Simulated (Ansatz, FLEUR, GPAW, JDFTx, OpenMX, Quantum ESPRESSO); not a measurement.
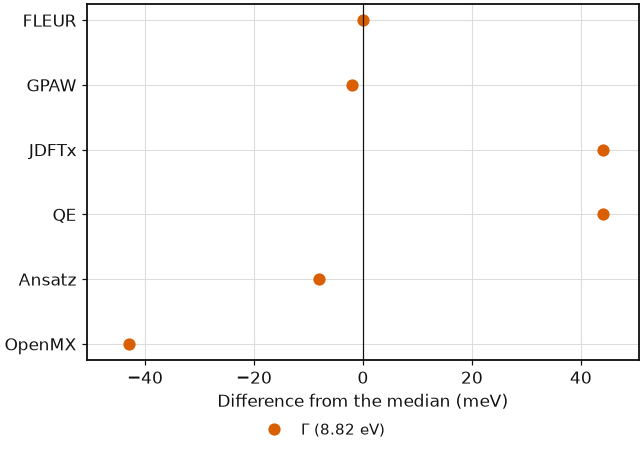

Direct gap at Γ, for rocksalt LiF, space group Fm-3m, 2 atoms in the primitive cell; cubic a = 4.028 Å. Six programs ran LDA (no spin polarisation, no spin-orbit coupling) on the same cell and 11×11×11 k mesh. The plot shows each result less the median of the plane-wave and all-electron runs, which the legend gives. The cell is at −6 GPa in Ansatz.

> How well do the programs agree?

The plane-wave and all-electron programs (Ansatz, GPAW, JDFTx, Quantum ESPRESSO and FLEUR) agree within 52 meV at this point; some share their pseudopotentials, which pulls the median their way; their potentials differ as well, also in the shells treated as valence. OpenMX departs by −43 meV (at Γ).

```
         program          kind  valence electrons  Γ (eV)
          OpenMX   local basis                 10   8.777
          Ansatz   plane waves                 10   8.812
Quantum ESPRESSO   plane waves                 10   8.864
           JDFTx   plane waves                 10   8.864
            GPAW   plane waves                  8   8.818
           FLEUR  all-electron                  –   8.820
```

Settings. OpenMX 2013 LDA set, F6.0-s2p2d1, Li8.0-s3p2, grid cutoff 400 Ry, Fermi-Dirac smearing of 0.05 eV (OpenMX 3.8.5). JTH PAW LDA, 11×11×11 k mesh in the self-consistent step, 1500 eV cutoff, fixed occupations (Ansatz). PseudoDojo 0.4.1 SR LDA standard, 1143 eV cutoff, Fermi-Dirac smearing of 0.05 eV (Quantum ESPRESSO). PseudoDojo-SR-LDA-0.4.1-standard with smoothed tails, 1143 eV cutoff, Fermi-Dirac smearing of 0.05 eV (JDFTx 1.7.0 (patched build)). PAW data sets generated in the run's folder for this functional, 800 eV cutoff, Fermi-Dirac smearing of 0.05 eV (GPAW 26.7.0). all-electron, Fermi-Dirac smearing of 0.05 eV (FLEUR MaX-R8.1 (later development tree)).

LDA, GGA and most meta-GGA functionals understate gaps. OpenMX: the basis of atomic orbitals isn't converged, which shifts gaps and empty levels.
